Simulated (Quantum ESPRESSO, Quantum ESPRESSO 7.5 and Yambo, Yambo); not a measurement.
# Sb (buckled honeycomb monolayer): G0W0 with Yambo, start to end

How does a plane-wave GW calculation on Sb (buckled honeycomb monolayer) run from the first input to the gap?

Method: PBE and many-body steps on it, plane waves, in Quantum ESPRESSO 7.5 and Yambo 5.3.0.

**Experimental background.**

- Gap 2.21 eV: optical gap from PL emission peak; photoluminescence, 355 nm excitation; monolayer (antimonene on antimony oxide after hydrogen reduction) (“Ultrathin high-κ antimony oxide single crystals”, 2020, pmc:7237679).

## 1. The starting structure

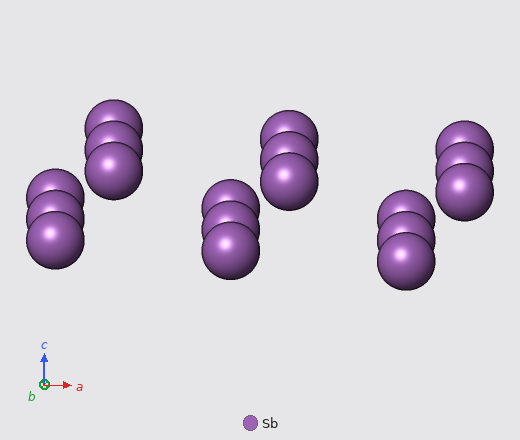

The cell as given, nearly edge on (antimony purple). 3×3×1 cells are drawn.

The cell holds 2 atoms: 2 Sb. Cell: a = 4.127 Å, b = 4.127 Å, c = 14.000 Å, α = 90.0°, β = 90.0°, γ = 120.0°. Vacuum lies along c.

As a file:

```cif
data_structure
_symmetry_space_group_name_H-M 'P 1'
_symmetry_Int_Tables_number 1
_cell_length_a 4.1272
_cell_length_b 4.1272
_cell_length_c 14.0000
_cell_angle_alpha 90.000
_cell_angle_beta 90.000
_cell_angle_gamma 120.000
_cell_volume 206.53
loop_
_atom_site_label
_atom_site_type_symbol
_atom_site_fract_x
_atom_site_fract_y
_atom_site_fract_z
_atom_site_occupancy
Sb1 Sb 0.33333 0.66667 0.44158 1
Sb2 Sb 0.66667 0.33333 0.55842 1
```

The structure was relaxed with PBE. The runs that relaxed it are not among those shown. Spin-orbit coupling is left out unless a step names it.

## 2. Ground state

This step: Quantum ESPRESSO 7.5; DFT, PBE, plane waves, norm-conserving pseudopotentials.

The ground-state density comes first.

Contents of pw.in:

```
&control
  calculation = 'scf'
  prefix = 'x'
  outdir = 'o'
  pseudo_dir = 'pseudo'
/
&system
  ibrav = 0
  nat = 2
  ntyp = 1
  ecutwfc = 88.0
  nbnd = 28
  force_symmorphic = .true.
/
&electrons
  conv_thr = 1e-10
  electron_maxstep = 80
  mixing_beta = 0.5
/
ATOMIC_SPECIES
  Sb 121.76 Sb.upf
CELL_PARAMETERS angstrom
  4.1272254436 0.0000000001 0.0000000000
  -2.0636127219 3.5742820813 0.0000000000
  0.0000000000 0.0000000000 14.0000000000
ATOMIC_POSITIONS crystal
  Sb 0.3333333333 0.6666666667 0.4415848827
  Sb 0.6666666667 0.3333333333 0.5584151173
K_POINTS automatic
  9 9 1 0 0 0
```

The run is started by

```
$ OMP_NUM_THREADS=1 mpirun -n 4 pw.x -nk 4 -in pw.in > pw.out
```

Log:

```text
Program PWSCF v.7.5 starts

     This program is part of the open-source Quantum ESPRESSO suite
     for quantum simulation of materials; please cite
         "P. Giannozzi et al., J. Phys.:Condens. Matter 21 395502 (2009);
         "P. Giannozzi et al., J. Phys.:Condens. Matter 29 465901 (2017);
         "P. Giannozzi et al., J. Chem. Phys. 152 154105 (2020);
     in publications or presentations arising from this work. More details at
     Message from routine setup:
     using ibrav=0 with symmetry is DISCOURAGED, use correct ibrav instead

     G-vector sticks info

     bravais-lattice index     =            0
     lattice parameter (alat)  =       7.7993  a.u.
     unit-cell volume          =    1393.7076 (a.u.)^3
     number of atoms/cell      =            2
     number of atomic types    =            1
     number of electrons       =        46.00
     number of Kohn-Sham states=           28
     kinetic-energy cutoff     =      88.0000  Ry
     charge density cutoff     =     352.0000  Ry
     scf convergence threshold =      1.0E-10
     mixing beta               =       0.5000
     number of iterations used =            8  plain     mixing
     Exchange-correlation= PBE
                           (   1   4   3   4   0   0   0)

     celldm(1)=   7.799326  celldm(2)=   0.000000  celldm(3)=   0.000000
     celldm(4)=   0.000000  celldm(5)=   0.000000  celldm(6)=   0.000000

     crystal axes: (cart. coord. in units of alat)
               a(1) = (   1.000000   0.000000   0.000000 )
               a(2) = (  -0.500000   0.866025   0.000000 )
               a(3) = (   0.000000   0.000000   3.392109 )

     reciprocal axes: (cart. coord. in units 2 pi/alat)
               b(1) = (  1.000000  0.577350 -0.000000 )
               b(2) = ( -0.000000  1.154701  0.000000 )
               b(3) = (  0.000000 -0.000000  0.294802 )
     Pseudo is Norm-conserving + core correction, Zval = 23.0
     Generated using ONCVPSP code by D. R. Hamann
     Using radial grid of 1434 points,  6 beta functions with:
     Sb               23.00   121.76000     Sb( 1.00)

     12 Sym. Ops., with inversion, found

   Cartesian axes

     site n.     atom                  positions (alat units)
         1        Sb     tau(   1) = (  -0.0000000   0.5773503   1.4979042  )
         2        Sb     tau(   2) = (   0.5000000   0.2886751   1.8942051  )

     number of k points=    12
                       cart. coord. in units 2pi/alat
        k(    1) = (   0.0000000   0.0000000   0.0000000), wk =   0.0246914
        k(    2) = (  -0.0000000   0.1283001   0.0000000), wk =   0.1481481
        k(    3) = (  -0.0000000   0.2566001   0.0000000), wk =   0.1481481
        k(    4) = (  -0.0000000   0.3849002   0.0000000), wk =   0.1481481
        k(    5) = (  -0.0000000   0.5132002   0.0000000), wk =   0.1481481
        k(    6) = (   0.1111111   0.1924501   0.0000000), wk =   0.1481481
        k(    7) = (   0.1111111   0.3207501   0.0000000), wk =   0.2962963
        k(    8) = (   0.1111111   0.4490502   0.0000000), wk =   0.2962963
        k(    9) = (   0.1111111   0.5773503   0.0000000), wk =   0.1481481
        k(   10) = (   0.2222222   0.3849002   0.0000000), wk =   0.1481481
        k(   11) = (   0.2222222   0.5132002   0.0000000), wk =   0.2962963
        k(   12) = (   0.3333333   0.5773503   0.0000000), wk =   0.0493827

     Dense  grid:   155503 G-vectors     FFT dimensions: (  48,  48, 160)

     Initial potential from superposition of free atoms

     starting charge      45.9989, renormalised to      46.0000
     Starting wfcs are   26 randomized atomic wfcs +    2 random wfcs

     per-process dynamical memory:   109.3 Mb

     Self-consistent Calculation

     iteration #  1     ecut=    88.00 Ry     beta= 0.50

     Threshold (ethr) on eigenvalues was too large:
     Diagonalizing with lowered threshold

     total energy              =   -1011.82016362 Ry
     estimated scf accuracy    <       0.01749720 Ry

     iteration #  2     ecut=    88.00 Ry     beta= 0.50

     total energy              =   -1011.82050364 Ry
     estimated scf accuracy    <       0.00310109 Ry

     iteration #  3     ecut=    88.00 Ry     beta= 0.50

     total energy              =   -1011.82066660 Ry
     estimated scf accuracy    <       0.00009403 Ry

     iteration #  4     ecut=    88.00 Ry     beta= 0.50

     total energy              =   -1011.82067334 Ry
     estimated scf accuracy    <       0.00001030 Ry

     iteration #  5     ecut=    88.00 Ry     beta= 0.50

     total energy              =   -1011.82067471 Ry
     estimated scf accuracy    <       0.00000035 Ry

     iteration #  6     ecut=    88.00 Ry     beta= 0.50

     total energy              =   -1011.82067478 Ry
     estimated scf accuracy    <       0.00000003 Ry

     iteration #  7     ecut=    88.00 Ry     beta= 0.50

     total energy              =   -1011.82067479 Ry
     estimated scf accuracy    <          2.5E-09 Ry

     iteration #  8     ecut=    88.00 Ry     beta= 0.50

     total energy              =   -1011.82067479 Ry
     estimated scf accuracy    <          1.3E-10 Ry

     iteration #  9     ecut=    88.00 Ry     beta= 0.50

     End of self-consistent calculation

          k = 0.0000 0.0000 0.0000 ( 19441 PWs)   bands (ev):

  -143.8142-143.8134 -96.7853 -96.7853 -96.7813 -96.7813 -96.7396 -96.7360
   -28.6434 -28.6434 -28.5729 -28.5729 -28.5295 -28.4680 -28.4680 -28.4333
   -28.3899 -28.3899 -11.3111  -6.3831  -0.6593  -0.0917  -0.0917   1.4860
     2.6985   2.6985   4.3309   4.4300

          k =-0.0000 0.1283 0.0000 ( 19450 PWs)   bands (ev):

  -143.8141-143.8135 -96.7853 -96.7852 -96.7814 -96.7812 -96.7395 -96.7361
   -28.6426 -28.6373 -28.5720 -28.5690 -28.5279 -28.4707 -28.4683 -28.4350
   -28.3970 -28.3903 -11.1810  -6.3845  -1.1614  -0.6096  -0.3705   1.9867
     2.7480   2.9630   4.4764   4.6067

          k =-0.0000 0.2566 0.0000 ( 19454 PWs)   bands (ev):

  -143.8141-143.8135 -96.7854 -96.7850 -96.7817 -96.7812 -96.7392 -96.7363
   -28.6405 -28.6202 -28.5699 -28.5583 -28.5226 -28.4786 -28.4696 -28.4403
   -28.4157 -28.3914 -10.7993  -6.4969  -2.4378  -0.8989  -0.5788   1.3970
     3.3449   3.4029   4.8167   4.9941

          k =-0.0000 0.3849 0.0000 ( 19432 PWs)   bands (ev):

     [... further k-points ...]

     highest occupied, lowest unoccupied level (ev):    -0.0917    1.2218

!    total energy              =   -1011.82067479 Ry
     estimated scf accuracy    <          6.8E-12 Ry

     The total energy is the sum of the following terms:
     one-electron contribution =   -2035.62273856 Ry
     hartree contribution      =     986.05094732 Ry
     xc contribution           =    -138.57175214 Ry
     ewald contribution        =     176.32286859 Ry

     convergence has been achieved in   9 iterations

     XML data file, charge density, pseudopotentials, collected wavefunctions

=------------------------------------------------------------------------------=
   JOB DONE.
=------------------------------------------------------------------------------=
```

Wall time 21 s (4 MPI ranks of Arm Neoverse V2, shared host); peak memory 0.73 GiB.

This step gave:

```yaml
total_energy: -13766.5216 eV
gap: 1.314 eV
k_of_the_valence_top: 0, 0, 0
k_of_the_conduction_bottom: 0, 0.3333, 0
least_direct_gap: 1.578 eV
```

The gap is indirect, with the least direct gap 0.26 eV higher.

## 3. Bands along the symmetry lines

Levels along a band path, at the cheap level, show where the edges lie and whether the meshes to come will hold them.

Contents of pw.in:

```
&control
  calculation = 'bands'
  prefix = 'x'
  outdir = 'o'
  pseudo_dir = 'pseudo'
/
&system
  ibrav = 0
  nat = 2
  ntyp = 1
  ecutwfc = 88.0
  nbnd = 29
  force_symmorphic = .true.
/
&electrons
  conv_thr = 1e-9
  electron_maxstep = 80
  diago_full_acc = .true.
  diago_thr_init = 5e-6
/
ATOMIC_SPECIES
  Sb 121.76 Sb.upf
CELL_PARAMETERS angstrom
  4.1272254436 0.0000000001 0.0000000000
  -2.0636127219 3.5742820813 0.0000000000
  0.0000000000 0.0000000000 14.0000000000
ATOMIC_POSITIONS crystal
  Sb 0.3333333333 0.6666666667 0.4415848827
  Sb 0.6666666667 0.3333333333 0.5584151173
K_POINTS crystal
  25
  0.00000000 0.00000000 0.00000000 1
  0.06250000 0.00000000 0.00000000 1
  0.12500000 0.00000000 0.00000000 1
  0.18750000 0.00000000 0.00000000 1
  0.25000000 0.00000000 0.00000000 1
  0.31250000 0.00000000 0.00000000 1
  0.37500000 0.00000000 0.00000000 1
  0.43750000 0.00000000 0.00000000 1
  0.50000000 0.00000000 0.00000000 1
  0.47916667 0.04166667 0.00000000 1
  0.45833333 0.08333333 0.00000000 1
  0.43750000 0.12500000 0.00000000 1
  0.41666666 0.16666666 0.00000000 1
  0.39583333 0.20833333 0.00000000 1
  0.37500000 0.25000000 0.00000000 1
  0.35416666 0.29166666 0.00000000 1
  0.33333333 0.33333333 0.00000000 1
  0.29166666 0.29166666 0.00000000 1
  0.25000000 0.25000000 0.00000000 1
  0.20833333 0.20833333 0.00000000 1
  0.16666666 0.16666666 0.00000000 1
  0.12500000 0.12500000 0.00000000 1
  0.08333333 0.08333333 0.00000000 1
  0.04166667 0.04166667 0.00000000 1
  0.00000000 0.00000000 0.00000000 1
```

Log:

```text
[banner, memory and clock lines left out]
Program PWSCF v.7.5 starts

     Atomic positions and unit cell read from directory:
     o/x.save/

     Message from routine setup:
     using ibrav=0 with symmetry is DISCOURAGED, use correct ibrav instead

     G-vector sticks info

     bravais-lattice index     =            0
     lattice parameter (alat)  =       7.7993  a.u.
     unit-cell volume          =    1393.7076 (a.u.)^3
     number of atoms/cell      =            2
     number of atomic types    =            1
     number of electrons       =        46.00
     number of Kohn-Sham states=           29
     kinetic-energy cutoff     =      88.0000  Ry
     charge density cutoff     =     352.0000  Ry
     Exchange-correlation= PBE
                           (   1   4   3   4   0   0   0)

     celldm(1)=   7.799326  celldm(2)=   0.000000  celldm(3)=   0.000000
     celldm(4)=   0.000000  celldm(5)=   0.000000  celldm(6)=   0.000000

     crystal axes: (cart. coord. in units of alat)
               a(1) = (   1.000000   0.000000   0.000000 )
               a(2) = (  -0.500000   0.866025   0.000000 )
               a(3) = (   0.000000   0.000000   3.392109 )

     reciprocal axes: (cart. coord. in units 2 pi/alat)
               b(1) = (  1.000000  0.577350 -0.000000 )
               b(2) = ( -0.000000  1.154701  0.000000 )
               b(3) = (  0.000000 -0.000000  0.294802 )
     Pseudo is Norm-conserving + core correction, Zval = 23.0
     Generated using ONCVPSP code by D. R. Hamann
     Using radial grid of 1434 points,  6 beta functions with:
     Sb               23.00   121.76000     Sb( 1.00)

     12 Sym. Ops., with inversion, found

   Cartesian axes

     site n.     atom                  positions (alat units)
         1        Sb     tau(   1) = (  -0.0000000   0.5773503   1.4979042  )
         2        Sb     tau(   2) = (   0.5000000   0.2886751   1.8942051  )

     number of k points=    25
                       cart. coord. in units 2pi/alat
        k(    1) = (   0.0000000   0.0000000   0.0000000), wk =   0.0800000
        k(    2) = (   0.0625000   0.0360844   0.0000000), wk =   0.0800000
        k(    3) = (   0.1250000   0.0721688   0.0000000), wk =   0.0800000
[...]
[... 13 further rows ...]
        k(   24) = (   0.0416667   0.0721688   0.0000000), wk =   0.0800000
        k(   25) = (   0.0000000   0.0000000   0.0000000), wk =   0.0800000

     Dense  grid:   155503 G-vectors     FFT dimensions: (  48,  48, 160)

     The potential is recalculated from file :
     o/x.save/charge-density

     Starting wfcs are   26 randomized atomic wfcs +    3 random wfcs

     Band Structure Calculation

     End of band structure calculation

          k = 0.0000 0.0000 0.0000 ( 19441 PWs)   bands (ev):

  -143.8141-143.8134 -96.7852 -96.7852 -96.7813 -96.7813 -96.7396 -96.7360
   -28.6434 -28.6434 -28.5729 -28.5729 -28.5295 -28.4680 -28.4680 -28.4333
   -28.3899 -28.3899 -11.3111  -6.3830  -0.6593  -0.0916  -0.0916   1.4860
     2.6985   2.6985   4.3309   4.4300   6.3187

          k = 0.0625 0.0361 0.0000 ( 19449 PWs)   bands (ev):

  -143.8141-143.8134 -96.7853 -96.7852 -96.7813 -96.7812 -96.7396 -96.7360
   -28.6432 -28.6414 -28.5726 -28.5716 -28.5290 -28.4690 -28.4681 -28.4338
[...]
2.6064   2.7943   4.3804   4.4867   6.3848

          k = 0.1250 0.0722 0.0000 ( 19442 PWs)   bands (ev):

  -143.8141-143.8134 -96.7853 -96.7852 -96.7814 -96.7812 -96.7395 -96.7361
[...]
2.8606   3.0172   4.5110   4.6514   6.3343

[...]
k = 0.0417 0.0722 0.0000 ( 19453 PWs)   bands (ev):

  -143.8141-143.8134 -96.7853 -96.7852 -96.7813 -96.7812 -96.7396 -96.7360
[...]
2.5487   2.8511   4.3962   4.5054   6.3945

          k = 0.0000 0.0000 0.0000 ( 19441 PWs)   bands (ev):

  -143.8141-143.8134 -96.7852 -96.7852 -96.7813 -96.7813 -96.7396 -96.7360
   -28.6434 -28.6434 -28.5729 -28.5729 -28.5295 -28.4680 -28.4680 -28.4333
   -28.3899 -28.3899 -11.3111  -6.3830  -0.6593  -0.0916  -0.0916   1.4860
     2.6985   2.6985   4.3309   4.4300   6.3187

     XML data file, pseudopotentials, collected wavefunctions
```

Run time: 12 s. Hardware: 4 MPI ranks; peak memory 0.56 GiB.

This step gave:

```
gap                        : 1.297 eV
k of the valence top       : 0, 0, 0
k of the conduction bottom : 0.3125, 0, 0
least direct gap           : 1.578 eV
```

The gap is 1.297 eV, −0.017 eV from the run before at this level.

The electronic bands at the labelled points (eV, zero at the top of the highest filled band):

```
point  band 20  band 21  band 22  band 23  band 24  band 25  band 26  band 27
    Γ    -6.29    -0.57     0.00     0.00     1.58     2.79     2.79     4.42
    M    -7.75    -2.91    -1.53    -1.44     1.66     2.48     3.56     5.12
    K    -8.44    -3.47    -1.77    -1.77     1.55     3.60     3.60     6.64
    Γ    -6.29    -0.57     0.00     0.00     1.58     2.79     2.79     4.42
```

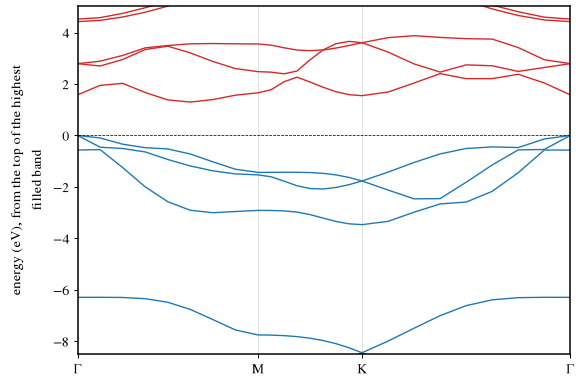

Electronic bands along the path; lines of filled and empty bands in two colours.

## 4. Empty states on the mesh, 6×6×1 mesh, 164 bands

The sums over transitions need many empty states on a uniform mesh; this step solves for them.

Contents of pw.in:

```
&control
  calculation = 'nscf'
  prefix = 'x'
  outdir = 'o'
  pseudo_dir = 'pseudo'
/
&system
  ibrav = 0
  nat = 2
  ntyp = 1
  ecutwfc = 88.0
  nbnd = 164
  force_symmorphic = .true.
/
&electrons
  conv_thr = 1e-9
  electron_maxstep = 80
  diago_full_acc = .true.
  diago_thr_init = 5e-6
/
ATOMIC_SPECIES
  Sb 121.76 Sb.upf
CELL_PARAMETERS angstrom
  4.1272254436 0.0000000001 0.0000000000
  -2.0636127219 3.5742820813 0.0000000000
  0.0000000000 0.0000000000 14.0000000000
ATOMIC_POSITIONS crystal
  Sb 0.3333333333 0.6666666667 0.4415848827
  Sb 0.6666666667 0.3333333333 0.5584151173
K_POINTS automatic
  6 6 1 0 0 0
```

Log:

```text
[banner, memory and clock lines left out]
Program PWSCF v.7.5 starts

     Atomic positions and unit cell read from directory:
     o/x.save/

     Message from routine setup:
     using ibrav=0 with symmetry is DISCOURAGED, use correct ibrav instead

     G-vector sticks info

     bravais-lattice index     =            0
     lattice parameter (alat)  =       7.7993  a.u.
     unit-cell volume          =    1393.7076 (a.u.)^3
     number of atoms/cell      =            2
     number of atomic types    =            1
     number of electrons       =        46.00
     number of Kohn-Sham states=          164
     kinetic-energy cutoff     =      88.0000  Ry
     charge density cutoff     =     352.0000  Ry
     Exchange-correlation= PBE
                           (   1   4   3   4   0   0   0)

     celldm(1)=   7.799326  celldm(2)=   0.000000  celldm(3)=   0.000000
     celldm(4)=   0.000000  celldm(5)=   0.000000  celldm(6)=   0.000000

     crystal axes: (cart. coord. in units of alat)
               a(1) = (   1.000000   0.000000   0.000000 )
               a(2) = (  -0.500000   0.866025   0.000000 )
               a(3) = (   0.000000   0.000000   3.392109 )

     reciprocal axes: (cart. coord. in units 2 pi/alat)
               b(1) = (  1.000000  0.577350 -0.000000 )
               b(2) = ( -0.000000  1.154701  0.000000 )
               b(3) = (  0.000000 -0.000000  0.294802 )
     Pseudo is Norm-conserving + core correction, Zval = 23.0
     Generated using ONCVPSP code by D. R. Hamann
     Using radial grid of 1434 points,  6 beta functions with:
     Sb               23.00   121.76000     Sb( 1.00)

     12 Sym. Ops., with inversion, found

   Cartesian axes

     site n.     atom                  positions (alat units)
         1        Sb     tau(   1) = (  -0.0000000   0.5773503   1.4979042  )
         2        Sb     tau(   2) = (   0.5000000   0.2886751   1.8942051  )

     number of k points=     7
                       cart. coord. in units 2pi/alat
        k(    1) = (   0.0000000   0.0000000   0.0000000), wk =   0.0555556
        k(    2) = (  -0.0000000   0.1924501   0.0000000), wk =   0.3333333
        k(    3) = (  -0.0000000   0.3849002   0.0000000), wk =   0.3333333
        k(    4) = (   0.0000000  -0.5773503   0.0000000), wk =   0.1666667
        k(    5) = (   0.1666667   0.2886751   0.0000000), wk =   0.3333333
        k(    6) = (   0.1666667   0.4811252   0.0000000), wk =   0.6666667
        k(    7) = (   0.3333333   0.5773503   0.0000000), wk =   0.1111111

     Dense  grid:   155503 G-vectors     FFT dimensions: (  48,  48, 160)

     The potential is recalculated from file :
     o/x.save/charge-density

     Starting wfcs are   26 randomized atomic wfcs +  138 random wfcs

     Band Structure Calculation

     End of band structure calculation

          k = 0.0000 0.0000 0.0000 ( 19441 PWs)   bands (ev):

  -143.8141-143.8134 -96.7852 -96.7852 -96.7813 -96.7813 -96.7396 -96.7360
   -28.6434 -28.6434 -28.5729 -28.5729 -28.5295 -28.4680 -28.4680 -28.4333
   -28.3899 -28.3899 -11.3111  -6.3830  -0.6593  -0.0917  -0.0917   1.4860
     2.6985   2.6985   4.3309   4.4300   6.3186   7.2106   7.5753   8.0835
[...]
[... 9 further rows ...]
[...]
43.6169  44.3748  44.3748  44.7243

          k =-0.0000 0.1925 0.0000 ( 19426 PWs)   bands (ev):

  -143.8141-143.8135 -96.7853 -96.7851 -96.7815 -96.7812 -96.7394 -96.7361
[...]
[... 9 further rows ...]
[...]
44.2664  44.3081  44.8173  45.2386

          k =-0.0000 0.3849 0.0000 ( 19432 PWs)   bands (ev):

  -143.8140-143.8136 -96.7855 -96.7846 -96.7820 -96.7810 -96.7388 -96.7367
[...]
22.7203  23.9099  24.0660  24.0912  24.2881  24.3844  24.5677  24.9474
     [... 9 further rows ...]
    42.7501  43.0933  43.3486  43.6521  43.8572  44.0443  44.0811  44.2107
    44.2637  44.3983  44.7511  44.7632

          k = 0.0000-0.5774 0.0000 ( 19432 PWs)   bands (ev):

     [... further k-points ...]

     highest occupied, lowest unoccupied level (ev):    -0.0917    1.2219

     XML data file, pseudopotentials, collected wavefunctions
```

Run time: 52 s. Hardware: 4 MPI ranks; peak memory 1.4 GiB; 3.5 min of CPU time.

Numbers from this step:

```yaml
gap: 1.314 eV
k_of_the_valence_top: 0, 0, 0
k_of_the_conduction_bottom: 0, 0.3333, 0
least_direct_gap: 1.578 eV
k_points_computed: 7
lowest_point_of_the_top_converged_band_above_the_valence_top: 44.72 eV
```

On this mesh the gap is 1.314 eV.

(Part 1 of 2 ends here.)

[Paths, hosts, dates, memory and timing lines, banners, echoed tables and standing remarks are left out of the program output.]

[Logs are printed without paths, hosts, clocks, repeated set-up lines and the standing remarks that a program may print on its own settings, such as how far it seeks lower states.]

[Runs of the session that timed out or met a known fault of the program may be left out.]

[Hosts, paths, dates, database ids (printed as entryN), source tags and the programs' standing remarks are cut or masked in the printed files.]
